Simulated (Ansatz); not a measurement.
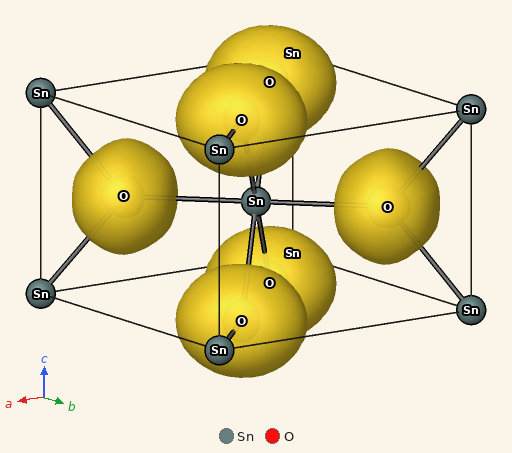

*SnO2. Isosurface of the ELF at 0.65 (yellow), seen at an oblique angle. Only the valence region is drawn (cores and ρ < 0.01 e/Å³ removed). Sticks mark near contacts.*

Space group P4₂/mnm; changed on purpose from its base cell (volume × 1.03, shape and atoms relaxed); computed pressure about −6 GPa in this cell.

Level of theory: DFT r2SCAN, scalar-relativistic, plane waves, PAW (Ansatz 0.2.0).

Core electrons are frozen (PAW), and the valence fields are smoothed inside the atomic spheres.

What do the ELF domains correspond to?

Answer. At this value the surface marks out four regions wrapped around O (the valence shell of each), counted in one cell of 6 atoms. Regions shared between cells count once.

Values along the shortest contacts:
Sn–O (2.08 Å): the ELF peaks at about 0.80 in the valence shell of O, 0.6 Å from its nucleus, and is about 0.25 at the midpoint: no localised pair shows between them.

Does the calculation make it a metal, or give it a gap?

Answer. It is gapped, with a Kohn–Sham gap of 1.5 eV on the k-point mesh, an upper bound to the gap of this method.
